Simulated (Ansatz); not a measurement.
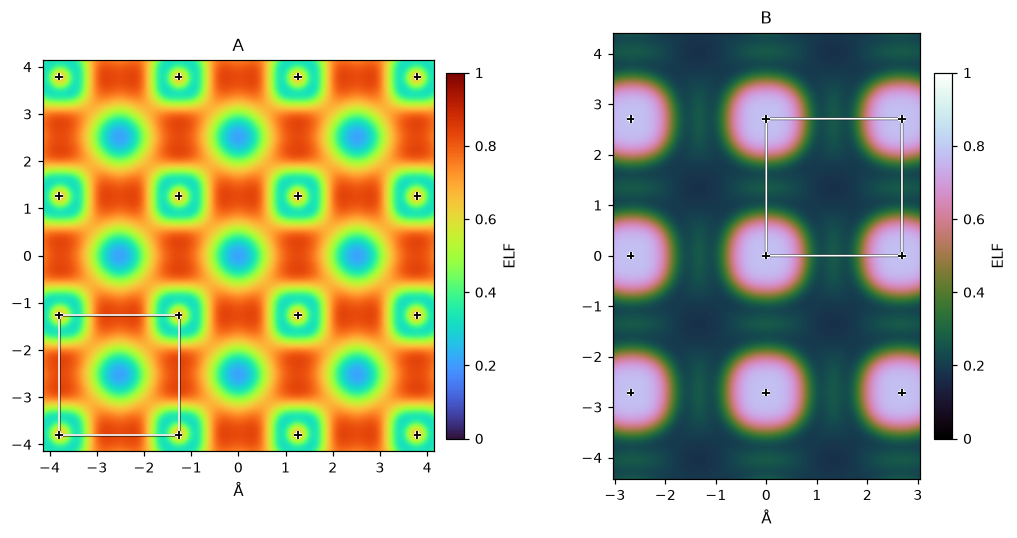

The electron localisation function of 2 systems, each on a plane through atoms (crosses mark nuclei in the plane).

These are results of DFT, PBE, plane waves (420 eV) with PAW, fully relativistic with spin-orbit coupling (Ansatz 0.2.0), not measurements.

System 1: Rh, the (010) plane of the conventional cell. Space group Cmcm; set up as Rh, beta-Sn type; a generated structure, not necessarily the stable one.

System 2: Si, the (100) plane of the conventional cell. Space group Pm-3m; set up as Si, simple cubic; a generated structure, not necessarily the stable one.

```xyz
1
Lattice="2.5303 0.0000 0.0000 0.0000 2.5303 0.0000 0.0000 0.0000 2.5303" Properties=species:S:1:pos:R:3 pbc="T T T"
Si    0.0000    0.0000    0.0000
```

Which map belongs to which system?

Panel A is system 2, Si: the plane holds Si. Si–Si (2.53 Å): the ELF peaks at about 0.85 between the atoms. Panel B is system 1, Rh: the plane holds Rh. Rh–Rh (2.69 Å): the ELF is about 0.25 at the midpoint; no localised pair shows between them.
